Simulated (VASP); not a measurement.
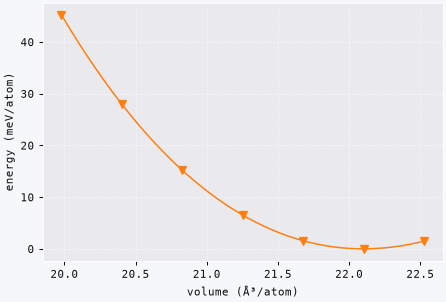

The plot gives the computed energy against volume for BeTe, space group F-43m (No. 216).

The given structure:
```
Te Be
1.0
     0.00000    2.77000    2.77000
     2.77000    0.00000    2.77000
     2.77000    2.77000    0.00000
Te Be
1 1
Direct
  0.75000 0.75000 0.75000
  0.00000 0.00000 0.00000
```

Computed with VASP 6.6.1: plane-wave DFT, no spin polarisation; energies at scaled volumes of the given cell, shape and fractions fixed, counted from the fit's minimum, third-order Birch-Murnaghan fit. Level: PBEsol.

| setting | value |
| --- | --- |
| k mesh | 8×8×8 |
| occupations | Fermi–Dirac |
| smearing width | 0.05 eV |
| potentials | VASP PAW PBE potentials, recommended |
| wave cutoff | 520 eV |

This calculation gives: equilibrium volume 22.10 Å³/atom and bulk modulus 60.3 GPa.

Now Te is replaced by S on all its sites, which gives BeS in the same structure. The second calculation uses k mesh 9×9×9. What happens?

The equilibrium volume falls from 22.10 to 14.18 Å³/atom (−36 %) and the bulk modulus rises from 60.3 to 96.8 GPa (+61 %).

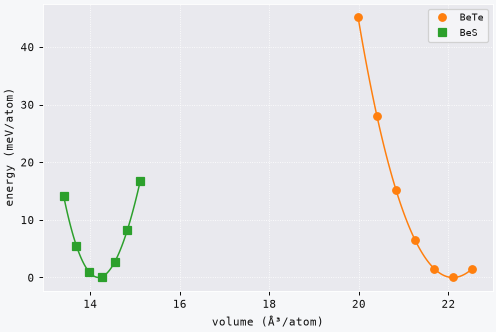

The two results together.

V0 and the bulk modulus come from third-order Birch–Murnaghan fits.
